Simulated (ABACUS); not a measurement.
## CaF2: band-structure run

CaF2 (3 atoms in the cell), computed with Kohn-Sham DFT of a periodic cell, TASK, SG15 ONCV 1.2 PBE, no spin polarisation (ABACUS 3.10.1).

The structure derives from an entry of the Crystallography Open Database. It belongs to a series of runs on one base structure; here: bands on the converged density.

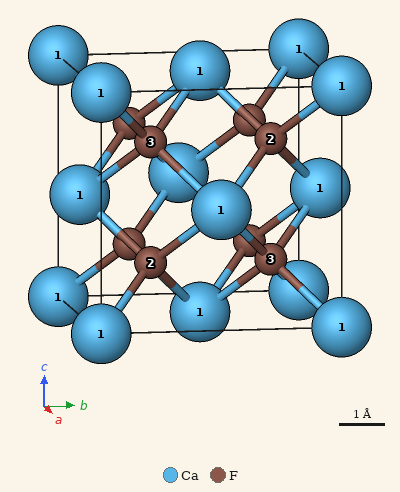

Fig. 1: The structure (ball-and-stick view of the cell 4 times as large as that of the calculation, set on its symmetry axes, seen slightly off an axis; atoms are numbered from 1 in the order of the input).

### The input
```
INPUT_PARAMETERS
suffix              CaF2
calculation         nscf
basis_type          pw
pseudo_dir          ./
symmetry            -1
dft_functional      MGGA_X_TASK+LDA_C_PW
ecutwfc             97.0
pseudo_rcut         7
nspin               1
nbands              22
ks_solver           dav
smearing_method     fd
smearing_sigma      0.00367493
scf_thr             1e-08
scf_nmax            100
mixing_type         broyden
mixing_beta         0.7
mixing_tau          1
init_chg            file
pw_diag_thr         1e-07
out_band            1
kpar                4
```

### File STRU
```
ATOMIC_SPECIES
Ca 40.0780 Ca_ONCV_PBE-1.2.upf
F 18.9984 F_ONCV_PBE-1.2.upf

LATTICE_CONSTANT
1.8897261246

LATTICE_VECTORS
0.0000000000 2.7310000000 2.7310000000
2.7310000000 0.0000000000 2.7310000000
2.7310000000 2.7310000000 0.0000000000

ATOMIC_POSITIONS
Direct

Ca
0.0
1
0.0000000000 0.0000000000 0.0000000000 1 1 1

F
0.0
2
0.7500000000 0.7500000000 0.7500000000 1 1 1
0.2500000000 0.2500000000 0.2500000000 1 1 1
```

### File KPT
```
K_POINTS
12
Line
0.00000000 0.00000000 0.00000000 10 // G
0.50000000 0.00000000 0.50000000 10 // X
0.50000000 0.25000000 0.75000000 10 // W
0.37500000 0.37500000 0.75000000 10 // K
0.00000000 0.00000000 0.00000000 10 // G
0.50000000 0.50000000 0.50000000 10 // L
0.62500000 0.25000000 0.62500000 10 // U
0.50000000 0.25000000 0.75000000 10 // W
0.50000000 0.50000000 0.50000000 10 // L
0.37500000 0.37500000 0.75000000 1 // K
0.62500000 0.25000000 0.62500000 10 // U
0.50000000 0.00000000 0.50000000 1 // X
```

Machine: 4 threads of Intel Xeon @ 2.50GHz (Skylake/Cascade Lake), 64 GiB of memory available, shared host.

Run as:
```bash
OMP_NUM_THREADS=1 mpirun -np 4 abacus > log
```

### Output
```
ABACUS v3.10.1

               Atomic-orbital Based Ab-initio Computation at UStc

 ------------------------------------------------------------------------------------

 READING GENERAL INFORMATION
                           global_out_dir = OUT.CaF2/
                           global_in_card = INPUT
                               pseudo_dir = ./
                              orbital_dir =
                                    DSIZE = 4
                                    GSIZE = 1

 READING UNITCELL INFORMATION
                                    ntype = 2
                  lattice constant (Bohr) = 1.88973
              lattice constant (Angstrom) = 1

 READING ATOM TYPE 1
                               atom label = Ca
                      L=0, number of zeta = 1
                      L=1, number of zeta = 1
                      L=2, number of zeta = 1
             number of atom for this type = 1

 READING ATOM TYPE 2
                               atom label = F
                      L=0, number of zeta = 1
                      L=1, number of zeta = 1
                      L=2, number of zeta = 1
             number of atom for this type = 2

                        TOTAL ATOM NUMBER = 3
DIRECT COORDINATES
    atom                   x                   y                   z     mag                  vx                  vy                  vz
taud_Ca1            0.0000000000        0.0000000000        0.0000000000  0.0000        0.0000000000        0.0000000000        0.0000000000
taud_F1            0.7500000000        0.7500000000        0.7500000000  0.0000        0.0000000000        0.0000000000        0.0000000000
taud_F2            0.2500000000        0.2500000000        0.2500000000  0.0000        0.0000000000        0.0000000000        0.0000000000

                          Volume (Bohr^3) = 274.911
                             Volume (A^3) = 40.7375

 Lattice vectors: (Cartesian coordinate: in unit of a_0)
                   +0              +2.731              +2.731
               +2.731                  +0              +2.731
               +2.731              +2.731                  +0
 Reciprocal vectors: (Cartesian coordinate: in unit of 2 pi/a_0)
            -0.183083           +0.183083           +0.183083
            +0.183083           -0.183083           +0.183083
            +0.183083           +0.183083           -0.183083
 The esolver type has been set to : ksdft_pw

                PAO radial cut off (Bohr) = 7

 Read in pseudopotential file is Ca_ONCV_PBE-1.2.upf
                     pseudopotential type = NC
          exchange-correlation functional = PBE
                 nonlocal core correction = 0
                        valence electrons = 10
                                     lmax = 2
                           number of zeta = 0
                     number of projectors = 6
                           L of projector = 0
                           L of projector = 0
                           L of projector = 1
                           L of projector = 1
                           L of projector = 2
                           L of projector = 2
 XC functional updated to : MGGA_X_TASK+LDA_C_PW
          exchange-correlation functional = MGGA_X_TASK+LDA_C_PW
                PAO radial cut off (Bohr) = 7

 Read in pseudopotential file is F_ONCV_PBE-1.2.upf
                     pseudopotential type = NC
          exchange-correlation functional = PBE
                 nonlocal core correction = 0
                        valence electrons = 7
                                     lmax = 1
                           number of zeta = 0
                     number of projectors = 4
                           L of projector = 0
                           L of projector = 0
                           L of projector = 1
                           L of projector = 1
 XC functional updated to : MGGA_X_TASK+LDA_C_PW
          exchange-correlation functional = MGGA_X_TASK+LDA_C_PW
     initial pseudo atomic orbital number = 0

 SETUP THE ELECTRONS NUMBER
            electron number of element Ca = 10
      total electron number of element Ca = 10
             electron number of element F = 7
       total electron number of element F = 14
            AUTOSET number of electrons:  = 24
                           occupied bands = 12
                                   NBANDS = 22
                                   NLOCAL = 27

%%%%%%%%%%%%%%%%%%%%%%%%%%%%%%%%%%%%%%%%%%%%%%%%%%%%%%%%%%%%%%%%%%%%%%%%%%%%%%%%%%%%%%%%%%%%%%%%%%%%%%%%%%
 Warning: the number of valence electrons in pseudopotential > 2 for Ca: [Ar] 4s2
 Pseudopotentials with additional electrons can yield (more) accurate outcomes, but may be less efficient.
 If you're confident that your chosen pseudopotential is appropriate, you can safely ignore this warning.
%%%%%%%%%%%%%%%%%%%%%%%%%%%%%%%%%%%%%%%%%%%%%%%%%%%%%%%%%%%%%%%%%%%%%%%%%%%%%%%%%%%%%%%%%%%%%%%%%%%%%%%%%%

 SETUP THE PLANE WAVE BASIS
 energy cutoff for charge/potential (unit:Ry) = 388
            fft grid for charge/potential = [ 45, 45, 45 ]
                        fft grid division = [ 1, 1, 1 ]
        big fft grid for charge/potential = [ 45, 45, 45 ]
                                     nbxx = 91125
                                     nrxx = 91125

 SETUP PLANE WAVES FOR CHARGE/POTENTIAL
                    number of plane waves = 35557
                         number of sticks = 1417

 PARALLEL PW FOR CHARGE/POTENTIAL
     PROC   COLUMNS(POT)             PW
        1           1417          35557
 --------------- sum -------------------
        1           1417          35557
                            number of |g| = 351
                                  max |g| = 34.9943
                                  min |g| = 0

----------- Double Check Mixing Parameters Begin ------------
mixing_type: broyden
mixing_beta: 0.7
mixing_gg0: 1
mixing_gg0_min: 0.1
mixing_ndim: 8
----------- Double Check Mixing Parameters End ------------

 SETUP K-POINTS
                                    nspin = 1
                                   nkstot = 102
K-POINTS DIRECT COORDINATES
 KPOINTS    DIRECT_X    DIRECT_Y    DIRECT_Z  WEIGHT
       1  0.00000000  0.00000000  0.00000000  1.0000
       2  0.05000000  0.00000000  0.05000000  1.0000
       3  0.10000000  0.00000000  0.10000000  1.0000
       4  0.15000000  0.00000000  0.15000000  1.0000
       5  0.20000000  0.00000000  0.20000000  1.0000
       6  0.25000000  0.00000000  0.25000000  1.0000
       7  0.30000000  0.00000000  0.30000000  1.0000
       8  0.35000000  0.00000000  0.35000000  1.0000
       9  0.40000000  0.00000000  0.40000000  1.0000
      10  0.45000000  0.00000000  0.45000000  1.0000
      11  0.50000000  0.00000000  0.50000000  1.0000
      12  0.50000000  0.02500000  0.52500000  1.0000
      13  0.50000000  0.05000000  0.55000000  1.0000
      14  0.50000000  0.07500000  0.57500000  1.0000
      15  0.50000000  0.10000000  0.60000000  1.0000
      16  0.50000000  0.12500000  0.62500000  1.0000
      17  0.50000000  0.15000000  0.65000000  1.0000
      18  0.50000000  0.17500000  0.67500000  1.0000
      19  0.50000000  0.20000000  0.70000000  1.0000
      20  0.50000000  0.22500000  0.72500000  1.0000
      21  0.50000000  0.25000000  0.75000000  1.0000
      22  0.48750000  0.26250000  0.75000000  1.0000
      23  0.47500000  0.27500000  0.75000000  1.0000
      24  0.46250000  0.28750000  0.75000000  1.0000
      25  0.45000000  0.30000000  0.75000000  1.0000
      26  0.43750000  0.31250000  0.75000000  1.0000
      27  0.42500000  0.32500000  0.75000000  1.0000
      28  0.41250000  0.33750000  0.75000000  1.0000
      29  0.40000000  0.35000000  0.75000000  1.0000
      30  0.38750000  0.36250000  0.75000000  1.0000
[... 72 further k points ...]

           k-point number in this process = 26
       minimum distributed K point number = 25

[... K-POINTS CARTESIAN COORDINATES: 26 rows ...]

[... K-POINTS DIRECT COORDINATES: 26 rows ...]

 SETUP PLANE WAVES FOR WAVE FUNCTIONS
     energy cutoff for wavefunc (unit:Ry) = 97
              fft grid for wave functions = [ 45, 45, 45 ]
                    number of plane waves = 5521
                         number of sticks = 421

 PARALLEL PW FOR WAVE FUNCTIONS
     PROC   COLUMNS(POT)             PW
        1            421           5521
 --------------- sum -------------------
        1            421           5521

 SETUP NONLOCAL PSEUDOPOTENTIALS IN PLANE WAVE BASIS
 Ca non-local projectors:
 projector 1 L=0
 projector 2 L=0
 projector 3 L=1
 projector 4 L=1
 projector 5 L=2
 projector 6 L=2
 F non-local projectors:
 projector 1 L=0
 projector 2 L=0
 projector 3 L=1
 projector 4 L=1
      TOTAL NUMBER OF NONLOCAL PROJECTORS = 34

 Init Non-Local PseudoPotential table :
 Init Non-Local-Pseudopotential done.

                                     npwx = 4477

 -------------------------------------------
 NONSELF-CONSISTENT
 -------------------------------------------
                                 init_chg = file
 try to read charge from file
 Read in the charge density: OUT.CaF2//CaF2-CHARGE-DENSITY.restart
 try to read kinetic energy density from file
 Read in the kinetic energy density: OUT.CaF2//CaF2-TAU-DENSITY.restart

 PW ALGORITHM --------------- ION=   1  ELEC=   1--------------------------------

 k(1/102) Iter steps (avg)=18 threshold=1e-07
 k(2/102) Iter steps (avg)=19 threshold=1e-07
 k(3/102) Iter steps (avg)=24 threshold=1e-07
 k(4/102) Iter steps (avg)=21 threshold=1e-07
 k(5/102) Iter steps (avg)=17 threshold=1e-07
 k(6/102) Iter steps (avg)=15 threshold=1e-07
 k(7/102) Iter steps (avg)=15 threshold=1e-07
 k(8/102) Iter steps (avg)=15 threshold=1e-07
 k(9/102) Iter steps (avg)=14 threshold=1e-07
 k(10/102) Iter steps (avg)=15 threshold=1e-07
 k(11/102) Iter steps (avg)=14 threshold=1e-07
 k(12/102) Iter steps (avg)=15 threshold=1e-07
 k(13/102) Iter steps (avg)=15 threshold=1e-07
 k(14/102) Iter steps (avg)=15 threshold=1e-07
 k(15/102) Iter steps (avg)=17 threshold=1e-07
 k(16/102) Iter steps (avg)=16 threshold=1e-07
 k(17/102) Iter steps (avg)=18 threshold=1e-07
 k(18/102) Iter steps (avg)=19 threshold=1e-07
 k(19/102) Iter steps (avg)=21 threshold=1e-07
 k(20/102) Iter steps (avg)=20 threshold=1e-07
 k(21/102) Iter steps (avg)=21 threshold=1e-07
 k(22/102) Iter steps (avg)=21 threshold=1e-07
 k(23/102) Iter steps (avg)=22 threshold=1e-07
 k(24/102) Iter steps (avg)=21 threshold=1e-07
 k(25/102) Iter steps (avg)=19 threshold=1e-07
 k(26/102) Iter steps (avg)=18 threshold=1e-07
[... levels at 26 k points of this process ...]

 Density error is 0.00000000000
                          Error Threshold = 1.00000000000e-07
----------------------------------------------------------
     Energy           Rydberg                 eV
----------------------------------------------------------
 E_KohnSham     -167.5520733897      -2279.6629098145
 E_KS(sigma->0) -167.5520733897      -2279.6629098145
 E_Harris       -167.5520733897      -2279.6629098145
 E_band         -14.2781775099       -194.2645711904
 E_one_elec     -64.4987329760       -877.5502822536
 E_Hartree      43.6494217571        593.8808503018
 E_xc           -26.6507848109       -362.6025295998
 E_Ewald        -120.0519773600      -1633.3909482628
 E_entropy(-TS) 0.0000000000         0.0000000000
 E_descf        0.0000000000         0.0000000000
 E_exx          0.0000000000         0.0000000000
 E_Fermi        0.6034382923         8.2101991664
----------------------------------------------------------

 charge density convergence is achieved
 final etot is -2279.6629098 eV
 EFERMI = 8.2101991664 eV

 STATE ENERGY(eV) AND OCCUPATIONS    NSPIN == 1
 1/26 kpoint (Cartesian) = 0.0000 0.0000 0.0000 (4477 pws)
       1       -36.0413      0.0196078
       2       -19.8097      0.0196078
       3       -19.0043      0.0196078
       4       -13.8377      0.0196078
       5       -13.8377      0.0196078
       6       -13.8377      0.0196078
       7        2.22732      0.0196078
       8        2.22732      0.0196078
       9        2.22732      0.0196078
      10        4.13292      0.0196078
      11        4.13292      0.0196078
      12        4.13292      0.0196078
      13        16.7790    7.31852e-77
      14        17.1845    2.20290e-80
      15        17.1845    2.20290e-80
      16        19.7971        0.00000
      17        19.7971        0.00000
      18        19.7971        0.00000
      19        27.9024        0.00000
      20        27.9024        0.00000
      21        27.9024        0.00000
      22        33.7411        0.00000

 2/26 kpoint (Cartesian) = 0.0000 0.018308 0.0000 (4457 pws)
       1       -36.0399      0.0196078
       2       -19.8132      0.0196078
       3       -19.0126      0.0196078
       4       -13.8406      0.0196078
       5       -13.8406      0.0196078
       6       -13.8263      0.0196078
       7        2.23431      0.0196078
       8        2.23431      0.0196078
       9        2.27515      0.0196078
      10        4.06180      0.0196078
      11        4.13619      0.0196078
      12        4.13619      0.0196078
      13        16.8736    1.10480e-77
      14        17.1828    2.27880e-80
      15        17.2017    1.55931e-80
      16        19.7640        0.00000
      17        19.7824        0.00000
      18        19.7824        0.00000
      19        27.7883        0.00000
      20        27.9389        0.00000
      21        27.9389        0.00000
      22        34.0269        0.00000

 3/26 kpoint (Cartesian) = 0.0000 0.036617 0.0000 (4456 pws)
       1       -36.0359      0.0196078
       2       -19.8234      0.0196078
       3       -19.0364      0.0196078
       4       -13.8489      0.0196078
       5       -13.8489      0.0196078
       6       -13.7934      0.0196078
       7        2.25538      0.0196078
       8        2.25538      0.0196078
       9        2.41523      0.0196078
      10        3.85985      0.0196078
      11        4.14456      0.0196078
      12        4.14456      0.0196078
      13        17.1077    1.02219e-79
      14        17.2149    1.19738e-80
      15        17.2522    5.67780e-81
      16        19.6651        0.00000
      17        19.7404        0.00000
      18        19.7404        0.00000
      19        27.5208        0.00000
      20        28.0430        0.00000
      21        28.0430        0.00000
      22        34.5147        0.00000

 4/26 kpoint (Cartesian) = 0.0000 0.054925 0.0000 (4456 pws)
       1       -36.0296      0.0196078
       2       -19.8389      0.0196078
       3       -19.0734      0.0196078
       4       -13.8619      0.0196078
       5       -13.8619      0.0196078
       6       -13.7419      0.0196078
       7        2.29099      0.0196078
       8        2.29099      0.0196078
       9        2.63780      0.0196078
      10        3.55733      0.0196078
      11        4.15426      0.0196078
      12        4.15426      0.0196078
      13        17.1102    9.72966e-80
      14        17.3322    1.14768e-81
      15        17.6246    3.30989e-84
      16        19.5044        0.00000
      17        19.6783        0.00000
      18        19.6783        0.00000
      19        27.2323        0.00000
      20        28.2003        0.00000
      21        28.2003        0.00000
      22        33.7968        0.00000

 5/26 kpoint (Cartesian) = 0.0000 0.073233 0.0000 (4460 pws)
       1       -36.0217      0.0196078
       2       -19.8581      0.0196078
       3       -19.1194      0.0196078
       4       -13.8782      0.0196078
       5       -13.8782      0.0196078
       6       -13.6766      0.0196078
       7        2.34077      0.0196078
       8        2.34077      0.0196078
       9        2.92635      0.0196078
      10        3.19427      0.0196078
      11        4.16037      0.0196078
      12        4.16037      0.0196078
      13        17.0395    3.99965e-79
      14        17.4352    1.46313e-82
      15        18.2224        0.00000
      16        19.2885        0.00000
      17        19.6052        0.00000
      18        19.6052        0.00000
      19        27.0055        0.00000
      20        28.3888        0.00000
      21        28.3888        0.00000
      22        32.7680        0.00000

 6/26 kpoint (Cartesian) = 0.0000 0.091542 0.0000 (4432 pws)
       1       -36.0129      0.0196078
       2       -19.8790      0.0196078
       3       -19.1699      0.0196078
       4       -13.8963      0.0196078
       5       -13.8963      0.0196078
       6       -13.6036      0.0196078
       7        2.40302      0.0196078
       8        2.40302      0.0196078
       9        2.81195      0.0196078
      10        3.25791      0.0196078
      11        4.15853      0.0196078
      12        4.15853      0.0196078
      13        16.9331    3.35922e-78
      14        17.5526    1.39784e-83
      15        18.9518        0.00000
      16        19.0305        0.00000
      17        19.5303        0.00000
      18        19.5303        0.00000
      19        26.8576        0.00000
      20        28.5838        0.00000
      21        28.5838        0.00000
      22        31.5841        0.00000

[... levels at 20 further k points ...]

 --------------------------------------------
 !FINAL_ETOT_IS -2279.662909814512 eV
 --------------------------------------------

 Output bands in file: OUT.CaF2/BANDS_1.dat
```

### Standard output
```
ABACUS v3.10.1

               Atomic-orbital Based Ab-initio Computation at UStc

 dft_functional readin is: MGGA_X_TASK+LDA_C_PW
 dft_functional in pseudopot file is: PBE
 Please make sure this is what you need
 dft_functional readin is: MGGA_X_TASK+LDA_C_PW
 dft_functional in pseudopot file is: PBE
 Please make sure this is what you need

%%%%%%%%%%%%%%%%%%%%%%%%%%%%%%%%%%%%%%%%%%%%%%%%%%%%%%%%%%%%%%%%%%%%%%%%%%%%%%%%%%%%%%%%%%%%%%%%%%%%%%%%%
 Warning: the number of valence electrons in pseudopotential > 2 for Ca: [Ar] 4s2
 Pseudopotentials with additional electrons can yield (more) accurate outcomes, but may be less efficient.
 If you're confident that your chosen pseudopotential is appropriate, you can safely ignore this warning.
%%%%%%%%%%%%%%%%%%%%%%%%%%%%%%%%%%%%%%%%%%%%%%%%%%%%%%%%%%%%%%%%%%%%%%%%%%%%%%%%%%%%%%%%%%%%%%%%%%%%%%%%%

 UNIFORM GRID DIM        : 45 * 45 * 45
 UNIFORM GRID DIM(BIG)   : 45 * 45 * 45
func,idMGGA_X_TASK 707
func,idLDA_C_PW 12
 ---------------------------------------------------------
 ---------------------------------------------------------
 SPIN    KPOINTS         PROCESSORS  THREADS
 1       102             4           4
 ---------------------------------------------------------
 Use plane wave basis
 ---------------------------------------------------------
 ELEMENT NATOM       XC
 Ca      1
 F       2
 ---------------------------------------------------------
 Initial plane wave basis and FFT box
 ---------------------------------------------------------
 -------------------------------------------
 NONSELF-CONSISTENT :
 -------------------------------------------
 START CHARGE      : file
 ITER       ETOT/eV          EDIFF/eV         DRHO         DKIN     TIME/s
 DA1     -2.27966291e+03   0.00000000e+00   0.0000e+00   0.0000e+00  86.70
```

### Results in brief

```tsv
quantity	value
outcome	converged
space group (tolerance 0.01 Å)	Fm-3m (225)
electrons treated	24
Fermi energy of the self-consistent step	7.955 eV
gap on the band path	12.02 eV
wall time	88 s (CPU time 5.8 min)
peak memory	0.52 GiB
```
